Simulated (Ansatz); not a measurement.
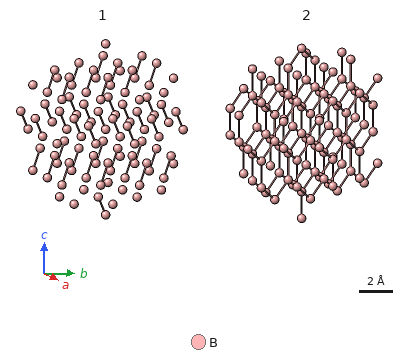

Two geometries of a crystal of B (built on the iodine_64 type) (coarse preliminary run), drawn at one scale. One is the start of a relaxation, the other its converged end. The picture is a ball-and-stick view of the atoms within 5.8 Å of the atom that moves most (axes of the cell of the calculation), seen slightly off an axis.

Level of theory: DFT PBE, scalar-relativistic, plane waves, PAW in Ansatz 0.2.0. (plane-wave cutoff 420 eV; k-point mesh 8 × 8 × 4; occupations gaussian; smearing width 0.1 eV; no spin polarisation; cell and atoms relaxed; force threshold 0.04 eV/Å; at most 70 steps)

Question: Which geometry has the lower energy?

Answer: Structure 2 is the relaxed one. Case: iodine type (Cmce, No. 64). The largest moves relative to the cell, 0.49 Å, are those of B atoms. The volume changes by −8.0 %, with a = b 2.419 → 2.242 Å (−7.3 %), c 5.442 → 5.412 Å (−0.5 %), γ 66.9° → 82.4°. Near-neighbour distances that change, for instance: B–B 2.260 → 3.407 Å, B–B 2.484 → 1.965 Å, B–B 1.504 → 1.700 Å, B–B 1.968 → 1.786 Å. The space group (tolerance 0.01 Å) goes from Cmce (No. 64) to Fmmm (No. 69). The energy falls by 1004 meV per atom in 10 accepted moves (12 points after the start). Largest force component: 5.4 eV/Å at the start, 0.0062 eV/Å at the end. Pressure: 12.45 GPa at the start and 0.03 GPa at the end. The SCF was repeated twice at an unchanged geometry on a basis and grid sized afresh for the cell, which shifted the energy by 1.5 meV per atom at most. The run took roughly 22 core-seconds on a shared host.
